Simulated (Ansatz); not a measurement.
# Run report: SiC, geometry relaxation (part 1 of 2)

The run: geometry relaxation of SiC (4 atoms in the cell). Method and program: DFT, PBE, plane waves, PAW, no spin polarisation (Ansatz 0.2.0).

The structure was built on a prototype by a generator. Figures and captions count atoms from 1; the log counts them from 0 in places.

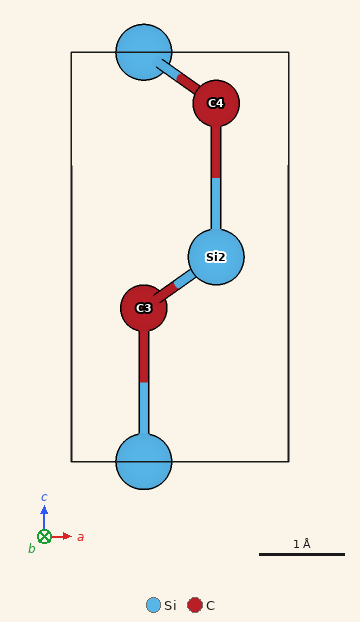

Fig. 1: The starting structure (ball-and-stick view of the cell of the calculation, along the b axis; atoms are numbered from 1 in the order of the input). Near neighbours in the crystal (not all of them lie inside the picture): Si has 4 C at 1.81 Å; C has 4 Si at 1.81 Å.

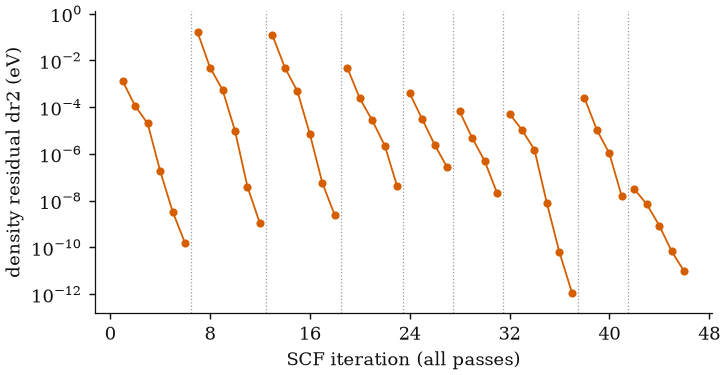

Fig. 2: Convergence of the self-consistent field: density residual dr2 against the SCF iteration. The dotted lines part the SCF passes of the relaxation: geometry steps, rejected trials and re-solves on a re-selected basis. The 9 passes take 4 to 6 iterations each, 46 in all.

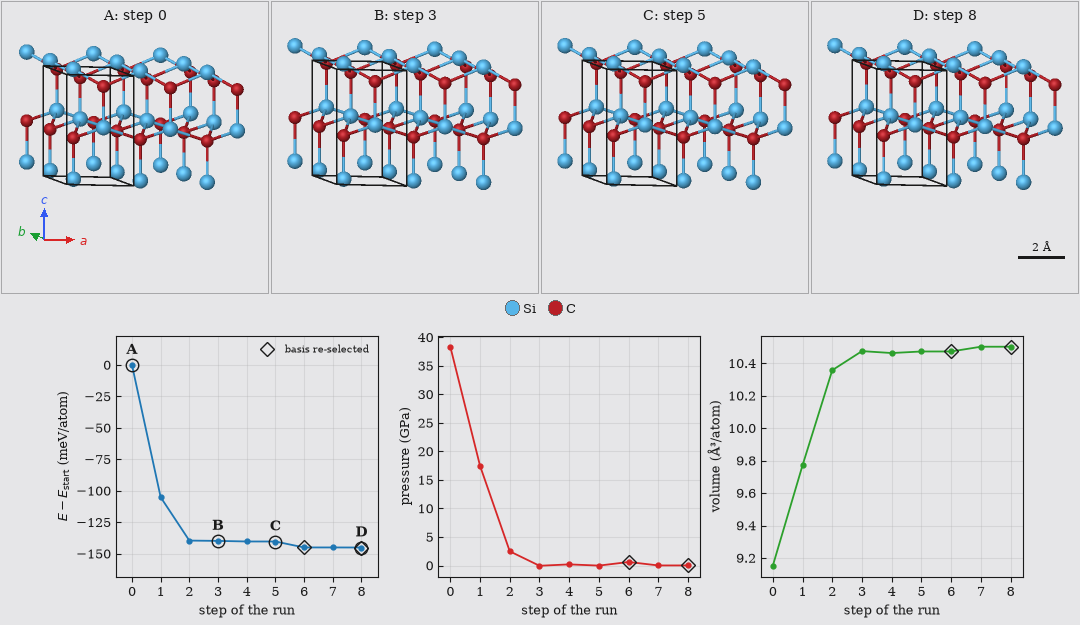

Fig. 3: Frames of the relaxation (ball-and-stick view of the cell of the calculation, repeated 3 × 3 × 1, seen slightly off an axis) above the curves, on which the letters mark them (the first geometry is step 0 here and step 1 in the log).

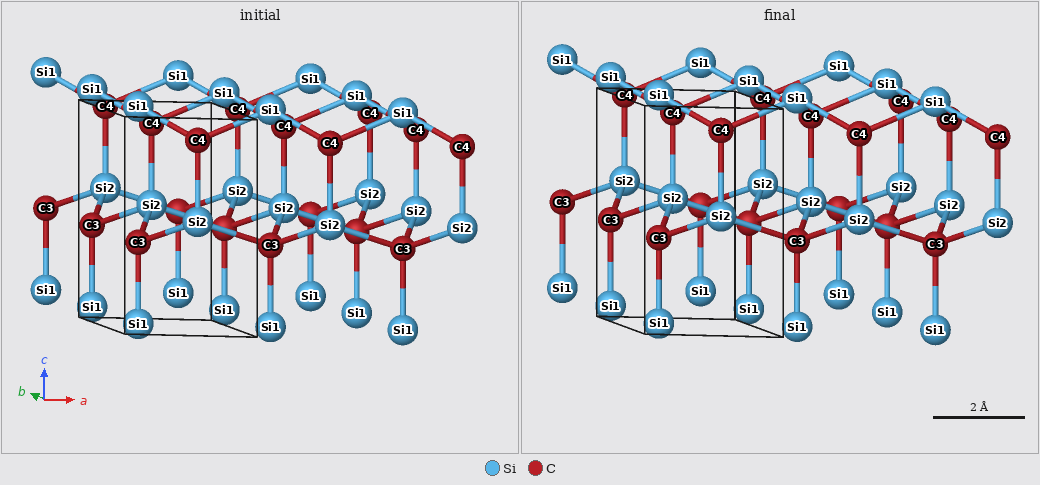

Fig. 4: Before (left) and after (right) the relaxation, at one scale (ball-and-stick view of the cell of the calculation, repeated 3 × 3 × 1, seen slightly off an axis). The atoms keep their places relative to the cell (all moves are under 0.005 Å). Cell: a = b 2.958 → 3.092 Å (+4.5 %), c 4.831 → 5.074 Å (+5.0 %). Volume +14.7 %. Among the contacts that change: Si1–C3 1.812 → 1.907 Å, Si1–C4 1.812 → 1.893 Å. The space group stays P6_3mc (No. 186). Over 6 geometry steps the energy falls by 145 meV per atom. Largest force component: 0.17 eV/Å at the start, 0.00057 eV/Å at the end. The pressure goes from 38.35 to 0.02 GPa. 1 further SCF at an unchanged geometry re-selected the plane-wave basis for the new cell. The energy change given includes the shifts at the re-selections in mid-walk, which come without any move. A last SCF at the same geometry on a re-selected plane-wave basis shifts the energy by next to nothing (0.0 meV per atom). (Atoms are counted from 1 in the order of the input.)

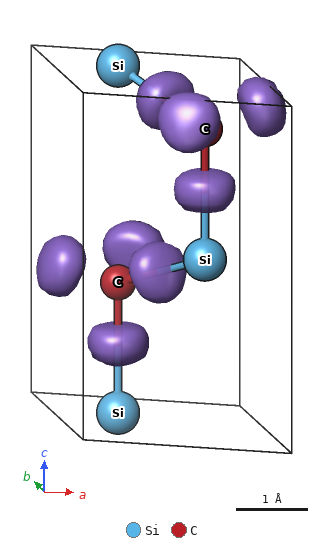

Fig. 5: Isosurface of the electron localisation function at 0.85 (purple), seen slightly off an axis. Core shells and regions of very low density are left out. Sticks mark near contacts. The outline is the cell set on symmetry axes. The ELF exceeds this value in eight regions between bonded C–Si atoms (shared pairs), counted in one cell of 4 atoms.  Values along the shortest contacts: Core electrons are frozen (PAW), so the fields are smoothed inside the atomic spheres.

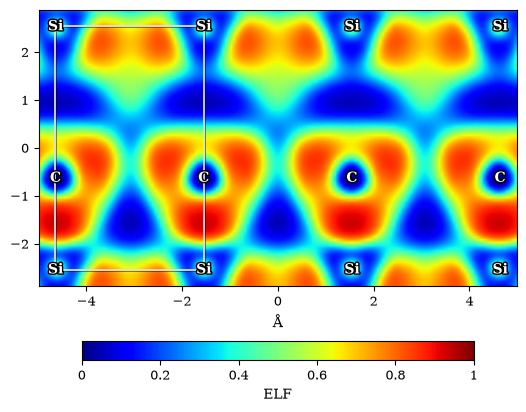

Fig. 6: ELF on the (010) plane of the conventional cell. Atoms in the plane: Si and C. Si–C (1.91 Å): the ELF peaks at about 0.95 between the atoms, as expected for localised, shared-pair bonding.

The input and output of the run follow.

**Input**
```yaml
crystal:
  lattice:
    - [2.9581671127, 0.0, 0.0]
    - [-1.4790835564, 2.5618478682, 0.0]
    - [0.0, 0.0, 4.830686895]
  atoms:
    - { symbol: Si, position: [0.3333333333, 0.6666666667, 0.0] }
    - { symbol: Si, position: [0.6666666667, 0.3333333333, 0.5] }
    - { symbol: C, position: [0.3333333333, 0.6666666667, 0.375] }
    - { symbol: C, position: [0.6666666667, 0.3333333333, 0.875] }
kpoints:
  mp_grid: { grid: [12, 12, 6] }
hamiltonian:
  xc: pbe
scf:
  occupations: { method: fermi_dirac, width: 0.02 }
relax:
  f_tol: 0.005
  cell: {}
output:
  write_density: true
  write_potential: true
  elf: true
  volumetric_format: npy
```

Command:
```bash
ansatz run input.yaml --threads 4 --pin off --max-ram 7372MiB --backend cpu --events-out ev --progress --plain --runs-dir out
```

**Log**
```
Engine: ansatz 0.2.0, aarch64-unknown-linux-gnu
Pseudopotentials: kind: paw
Pseudopotential: Si, paw, valence charge 4, recommended cutoff 420 eV (normal), Si.paw.azcp
Pseudopotential: C, paw, valence charge 4, recommended cutoff 420 eV (normal), C.paw.azcp
Functional definition: PBE
  parameter kappa = 0.804
  parameter beta = 0.06672455060314922
  exchange = pbe_x(kappa = kappa, mu = beta*pi^2/3)
  correlation = pbe_c(beta = beta)
Crystal: 4 atoms, lattice volume = 36.609 Å³
Basis set: ecut = 420 eV, 701 PW (Γ), exchange–correlation on 40×40×72 points (8 copies of the dense FFT grid, shifted against one another)
Bands: 12, of which v1, the nominal top of the filled ones, is band 8 counted from 1 (7 counted from 0)
Symmetry: 12 space group operations
Space group: P63mc (ITA 186), of the structure as read, at distance tolerance 3.3e-5 Å
k-points: 76 of 864 (time reversal used)
Non-local potential: Si, projectors of the file, l = 0: 2, l = 1: 2, l = 2: 2
Non-local potential: C, projectors of the file, l = 0: 2, l = 1: 2, l = 2: 1
PAW form: soft (Blöchl's): semilocal exchange-correlation on the pseudo side does not see the compensation charge
PAW one-centre angular grid: Si, 110 points (default); XC on 64 Gauss nodes
PAW one-centre angular grid: C, 110 points (default); XC on 64 Gauss nodes
Initial density: superposition of atomic densities (neutral atoms: chi_scale 0, normalization atom), corrected by the library's trained network
Initial wavefunctions: pseudopotential atomic-orbital guess
Functional: x = pbe(κ = 0.804, μ = 0.2195149727645171), c = pbe(β = 0.06672455060314922)
SCF iter   1: F=—  HF=-1773.728516 eV  |F-HF|=—  |Δ(HF+E_count)|=         —  Δρ=2.26e-3  dr2=1.29e-3  ethr=1.77e-3  ⟨swp⟩=5.7  Hψ=6201  notcnv=0
preconditioner: auto → none  [insulator: Δε(μ)=2.035 eV  Ē_g=12.796 eV  σ=0.020 eV  W_gap=1.00  n_scr=2 (ndim 8)  ℏωp=24.5 eV  f_vac=0.000  D(μ)=0.00/eV (n_scr^D=0)  ε∞_Penn≈4.7]
SCF iter   2: F=—  HF=-1773.728717 eV  |F-HF|=—  |Δ(HF+E_count)|=   2.01e-4  Δρ=9.13e-4  dr2=1.12e-4  ethr=8.06e-6  ⟨swp⟩=2.4  Hψ=2233  notcnv=0
SCF iter   3: F=—  HF=-1773.728773 eV  |F-HF|=—  |Δ(HF+E_count)|=   5.60e-5  Δρ=3.95e-4  dr2=2.00e-5  ethr=7.02e-7  ⟨swp⟩=2.6  Hψ=1578  notcnv=0
SCF iter   4: F=—  HF=-1773.728841 eV  |F-HF|=—  |Δ(HF+E_count)|=   6.77e-5  Δρ=3.50e-5  dr2=1.88e-7  ethr=1.25e-7  ⟨swp⟩=2.5  Hψ=1485  notcnv=0
iter 5 did not close the SCF: its close was put off for the readings that it lacked (scf_convergence_deferred on its scf_iter line)
SCF iter   5: F=-1773.728841 eV  HF=-1773.728841 eV  |F-HF|=9.57e-10  |Δ(HF+E_count)|=   3.52e-7  Δρ=4.02e-6  dr2=3.42e-9  ethr=1.17e-9  ⟨swp⟩=2.1  Hψ=1514  notcnv=0
SCF iter   6: F=-1773.728841 eV  HF=-1773.728841 eV  |F-HF|=2.15e-10  |Δ(HF+E_count)|=   1.79e-9  Δρ=9.35e-7  dr2=1.50e-10  ethr=2.14e-11  ⟨swp⟩=5.1  Hψ=4968  notcnv=0
SCF 1 converged in 6 iterations: F = -1773.728841 eV  dr2 = 1.50e-10
  greatest PAW one-centre occupation: 0.663 electrons in one spin orbital (limit 2), on the C atom at site 3 (counted from 0), in its partial waves of l = 0
relax step   1: F+E_penalty+E_count = -1773.72884117 eV  Δ(F+E_penalty+E_count) = +0.000e0 eV  max|allowed force component| = 1.670e-1 eV/Å  Δτ_max = 0.0000 Å  P = +38.351 GPa  Ω = 36.609 Å³  (6 SCF iters, dr2 threshold 1.00e-7 eV, accepted)
Crystal: 4 atoms, lattice volume = 39.085 Å³
Basis set: ecut = 420 eV, 761 PW (Γ), exchange–correlation on 40×40×72 points (8 copies of the dense FFT grid, shifted against one another)
Initial density: handed on by an earlier stage of this run
Initial wavefunctions: those handed on with the density
iter 1 solved again at ethr=9.89e-4 eV; its pass at ethr=3.10e-3 eV (dr2=1.58e-1 eV) is discarded
SCF iter   1: F=—  HF=-1774.199628 eV  |F-HF|=—  |Δ(HF+E_count)|=         —  Δρ=1.86e-2  dr2=1.61e-1  ethr=9.89e-4  ⟨swp⟩=1.0  Hψ=6614  notcnv=0
preconditioner: auto → none  [insulator: Δε(μ)=1.922 eV  Ē_g=12.233 eV  σ=0.020 eV  W_gap=1.00  n_scr=2 (ndim 8)  ℏωp=23.8 eV  f_vac=0.000  D(μ)=0.00/eV (n_scr^D=0)  ε∞_Penn≈4.8]
SCF iter   2: F=—  HF=-1774.150575 eV  |F-HF|=—  |Δ(HF+E_count)|=   4.91e-2  Δρ=4.02e-3  dr2=4.87e-3  ethr=9.89e-4  ⟨swp⟩=2.0  Hψ=1807  notcnv=0
SCF iter   3: F=—  HF=-1774.149172 eV  |F-HF|=—  |Δ(HF+E_count)|=   1.40e-3  Δρ=1.28e-3  dr2=5.59e-4  ethr=3.04e-5  ⟨swp⟩=2.0  Hψ=1679  notcnv=0
SCF iter   4: F=—  HF=-1774.149138 eV  |F-HF|=—  |Δ(HF+E_count)|=   3.39e-5  Δρ=1.86e-4  dr2=9.73e-6  ethr=3.50e-6  ⟨swp⟩=2.0  Hψ=1518  notcnv=0
SCF iter   5: F=—  HF=-1774.149235 eV  |F-HF|=—  |Δ(HF+E_count)|=   9.76e-5  Δρ=1.30e-5  dr2=3.90e-8  ethr=2.50e-9  ⟨swp⟩=9.5  Hψ=6209  notcnv=0
SCF iter   6: F=-1774.149235 eV  HF=-1774.149235 eV  |F-HF|=1.34e-9  |Δ(HF+E_count)|=   3.43e-8  Δρ=2.43e-6  dr2=1.05e-9  ethr=2.44e-10  ⟨swp⟩=5.7  Hψ=5130  notcnv=0
SCF 2 converged in 6 iterations: F = -1774.149235 eV  dr2 = 1.05e-9
  greatest PAW one-centre occupation: 0.653 electrons in one spin orbital (limit 2), on the C atom at site 3 (counted from 0), in its partial waves of l = 0
relax step   2: F+E_penalty+E_count = -1774.14923540 eV  Δ(F+E_penalty+E_count) = -4.204e-1 eV  max|allowed force component| = 1.003e-1 eV/Å  Δτ_max = 0.0001 Å  P = +17.478 GPa  Ω = 39.085 Å³  energy of the carried Pulay correction = -4.453e-3 eV  (6 SCF iters, dr2 threshold 4.00e-7 eV, accepted)
Crystal: 4 atoms, lattice volume = 41.429 Å³
Basis set: ecut = 420 eV, 785 PW (Γ), exchange–correlation on 40×40×72 points (8 copies of the dense FFT grid, shifted against one another)
iter 1 solved again at ethr=7.38e-4 eV; its pass at ethr=3.10e-3 eV (dr2=1.18e-1 eV) is discarded
SCF iter   1: F=—  HF=-1774.323768 eV  |F-HF|=—  |Δ(HF+E_count)|=         —  Δρ=1.54e-2  dr2=1.20e-1  ethr=7.38e-4  ⟨swp⟩=1.0  Hψ=6627  notcnv=0
preconditioner: auto → none  [insulator: Δε(μ)=2.075 eV  Ē_g=11.832 eV  σ=0.020 eV  W_gap=1.00  n_scr=2 (ndim 8)  ℏωp=23.1 eV  f_vac=0.000  D(μ)=0.00/eV (n_scr^D=0)  ε∞_Penn≈4.8]
SCF iter   2: F=—  HF=-1774.288341 eV  |F-HF|=—  |Δ(HF+E_count)|=   3.54e-2  Δρ=3.77e-3  dr2=4.86e-3  ethr=7.38e-4  ⟨swp⟩=2.0  Hψ=1804  notcnv=0
SCF iter   3: F=—  HF=-1774.286947 eV  |F-HF|=—  |Δ(HF+E_count)|=   1.39e-3  Δρ=1.12e-3  dr2=4.77e-4  ethr=3.04e-5  ⟨swp⟩=2.0  Hψ=1682  notcnv=0
SCF iter   4: F=—  HF=-1774.286926 eV  |F-HF|=—  |Δ(HF+E_count)|=   2.08e-5  Δρ=1.55e-4  dr2=7.09e-6  ethr=2.98e-6  ⟨swp⟩=2.0  Hψ=1518  notcnv=0
SCF iter   5: F=—  HF=-1774.287055 eV  |F-HF|=—  |Δ(HF+E_count)|=   1.30e-4  Δρ=1.34e-5  dr2=5.72e-8  ethr=2.50e-9  ⟨swp⟩=9.2  Hψ=6065  notcnv=0
SCF iter   6: F=-1774.287055 eV  HF=-1774.287055 eV  |F-HF|=1.56e-9  |Δ(HF+E_count)|=   1.01e-8  Δρ=3.34e-6  dr2=2.33e-9  ethr=3.57e-10  ⟨swp⟩=5.3  Hψ=5201  notcnv=0
SCF 3 converged in 6 iterations: F = -1774.287055 eV  dr2 = 2.33e-9
  greatest PAW one-centre occupation: 0.645 electrons in one spin orbital (limit 2), on the C atom at site 2 (counted from 0), in its partial waves of l = 0
relax step   3: F+E_penalty+E_count = -1774.28705542 eV  Δ(F+E_penalty+E_count) = -1.378e-1 eV  max|allowed force component| = 4.176e-2 eV/Å  Δτ_max = 0.0011 Å  P = +2.491 GPa  Ω = 41.429 Å³  energy of the carried Pulay correction = -8.411e-3 eV  (6 SCF iters, dr2 threshold 4.00e-7 eV, accepted)
Crystal: 4 atoms, lattice volume = 41.900 Å³
Basis set: ecut = 420 eV, 809 PW (Γ), exchange–correlation on 40×40×72 points (8 copies of the dense FFT grid, shifted against one another)
iter 1 solved again at ethr=3.04e-5 eV; its pass at ethr=3.10e-3 eV (dr2=4.87e-3 eV) is discarded
SCF iter   1: F=—  HF=-1774.289474 eV  |F-HF|=—  |Δ(HF+E_count)|=         —  Δρ=3.16e-3  dr2=4.87e-3  ethr=3.04e-5  ⟨swp⟩=1.0  Hψ=5940  notcnv=0
preconditioner: auto → none  [insulator: Δε(μ)=2.354 eV  Ē_g=11.815 eV  σ=0.020 eV  W_gap=1.00  n_scr=2 (ndim 8)  ℏωp=22.9 eV  f_vac=0.000  D(μ)=0.00/eV (n_scr^D=0)  ε∞_Penn≈4.8]
SCF iter   2: F=—  HF=-1774.287958 eV  |F-HF|=—  |Δ(HF+E_count)|=   1.52e-3  Δρ=8.54e-4  dr2=2.36e-4  ethr=3.04e-5  ⟨swp⟩=2.0  Hψ=1769  notcnv=0
SCF iter   3: F=—  HF=-1774.288035 eV  |F-HF|=—  |Δ(HF+E_count)|=   7.64e-5  Δρ=2.98e-4  dr2=2.70e-5  ethr=1.47e-6  ⟨swp⟩=2.1  Hψ=1406  notcnv=0
SCF iter   4: F=—  HF=-1774.288033 eV  |F-HF|=—  |Δ(HF+E_count)|=   1.41e-6  Δρ=9.10e-5  dr2=2.28e-6  ethr=1.69e-7  ⟨swp⟩=2.0  Hψ=1434  notcnv=0
SCF iter   5: F=-1774.288034 eV  HF=-1774.288034 eV  |F-HF|=1.64e-8  |Δ(HF+E_count)|=   2.11e-7  Δρ=1.25e-5  dr2=4.02e-8  ethr=2.50e-9  ⟨swp⟩=8.8  Hψ=5596  notcnv=0
SCF 4 converged in 5 iterations: F = -1774.288034 eV  dr2 = 4.02e-8
  greatest PAW one-centre occupation: 0.644 electrons in one spin orbital (limit 2), on the C atom at site 3 (counted from 0), in its partial waves of l = 0
relax step   4: F+E_penalty+E_count = -1774.28803357 eV  Δ(F+E_penalty+E_count) = -9.781e-4 eV  max|allowed force component| = 1.784e-1 eV/Å  Δτ_max = 0.0062 Å  P = -0.042 GPa  Ω = 41.900 Å³  energy of the carried Pulay correction = -9.177e-3 eV  (5 SCF iters, dr2 threshold 4.00e-7 eV, accepted)
Crystal: 4 atoms, lattice volume = 41.852 Å³
iter 1 solved again at ethr=2.35e-6 eV; its pass at ethr=3.10e-3 eV (dr2=3.76e-4 eV) is discarded
SCF iter   1: F=—  HF=-1774.289909 eV  |F-HF|=—  |Δ(HF+E_count)|=         —  Δρ=1.01e-3  dr2=3.91e-4  ethr=2.35e-6  ⟨swp⟩=2.4  Hψ=6309  notcnv=0
preconditioner: auto → none  [insulator: Δε(μ)=2.302 eV  Ē_g=11.838 eV  σ=0.020 eV  W_gap=1.00  n_scr=2 (ndim 8)  ℏωp=23.0 eV  f_vac=0.000  D(μ)=0.00/eV (n_scr^D=0)  ε∞_Penn≈4.8]
SCF iter   2: F=—  HF=-1774.289912 eV  |F-HF|=—  |Δ(HF+E_count)|=   3.19e-6  Δρ=3.40e-4  dr2=3.08e-5  ethr=2.35e-6  ⟨swp⟩=2.3  Hψ=1442  notcnv=0
SCF iter   3: F=—  HF=-1774.289909 eV  |F-HF|=—  |Δ(HF+E_count)|=   2.84e-6  Δρ=1.02e-4  dr2=2.48e-6  ethr=1.93e-7  ⟨swp⟩=2.6  Hψ=1509  notcnv=0
SCF iter   4: F=-1774.289909 eV  HF=-1774.289909 eV  |F-HF|=2.00e-8  |Δ(HF+E_count)|=   1.20e-7  Δρ=3.70e-5  dr2=2.66e-7  ethr=2.50e-9  ⟨swp⟩=9.0  Hψ=5839  notcnv=0
SCF 5 converged in 4 iterations: F = -1774.289909 eV  dr2 = 2.66e-7
relax step   5: F+E_penalty+E_count = -1774.28990926 eV  Δ(F+E_penalty+E_count) = -1.876e-3 eV  max|allowed force component| = 2.603e-2 eV/Å  Δτ_max = 0.0049 Å  P = +0.201 GPa  Ω = 41.852 Å³  energy of the carried Pulay correction = -9.100e-3 eV  (4 SCF iters, dr2 threshold 4.00e-7 eV, accepted)
Crystal: 4 atoms, lattice volume = 41.891 Å³
iter 1 solved again at ethr=3.45e-7 eV; its pass at ethr=3.10e-3 eV (dr2=5.51e-5 eV) is discarded
```
